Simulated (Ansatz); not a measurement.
The coordinates of a crystal:

```cif
data_structure
_symmetry_space_group_name_H-M 'P 1'
_symmetry_Int_Tables_number 1
_cell_length_a 4.3702
_cell_length_b 4.3702
_cell_length_c 4.3702
_cell_angle_alpha 90.000
_cell_angle_beta 90.000
_cell_angle_gamma 90.000
_cell_volume 83.47
loop_
_atom_site_label
_atom_site_type_symbol
_atom_site_fract_x
_atom_site_fract_y
_atom_site_fract_z
_atom_site_occupancy
Al1 Al 0.50000 0.50000 0.00000 1
Al2 Al 0.50000 0.00000 0.50000 1
Al3 Al 0.00000 0.50000 0.50000 1
Ga1 Ga 0.00000 0.00000 0.00000 1
N1 N 0.74489 0.74489 0.25511 1
N2 N 0.74489 0.25511 0.74489 1
N3 N 0.25511 0.74489 0.74489 1
N4 N 0.25511 0.25511 0.25511 1
```

What crystal do these data define?

Answer. The solid is Al$_{3}$GaN$_{4}$. Space group P-43m (No. 215), lattice primitive cubic. In the cell are 3 Al, 1 Ga, 4 N, which makes 1 formula unit. The Al atoms are each bonded to four N in a tetrahedral arrangement at 1.88 Å. The coordination shell of Ga holds four N in a tetrahedral arrangement at 1.93 Å. Each N atom is coordinated by three Al and one Ga in a tetrahedral arrangement (1.88 Å to Al, 1.93 Å to Ga). The bonds build a three-dimensional framework.

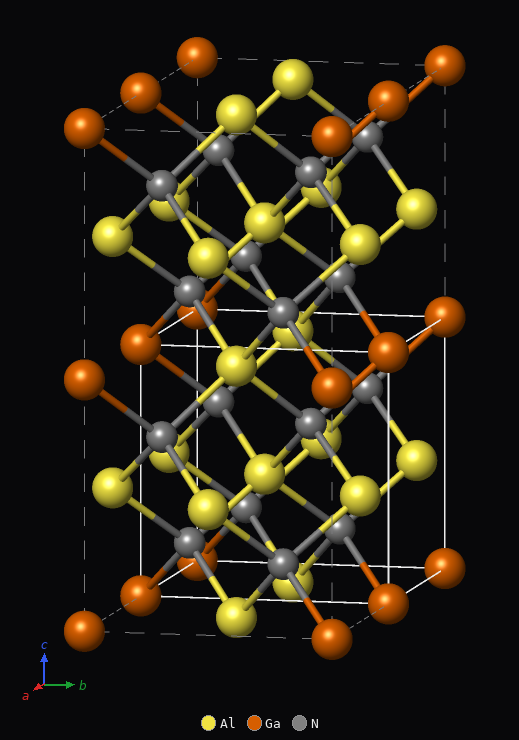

Drawn in the ball-and-stick manner and seen slightly off an axis. A 2×1×2 array of cells is drawn; the conventional unit cell has the solid edges. Colours: aluminium yellow, gallium orange, nitrogen grey.

Its origin is a structure listed in the Materials Project. The picture shows the end point of a geometry optimisation with Ansatz, DFT LDA, scalar-relativistic, plane waves, PAW.
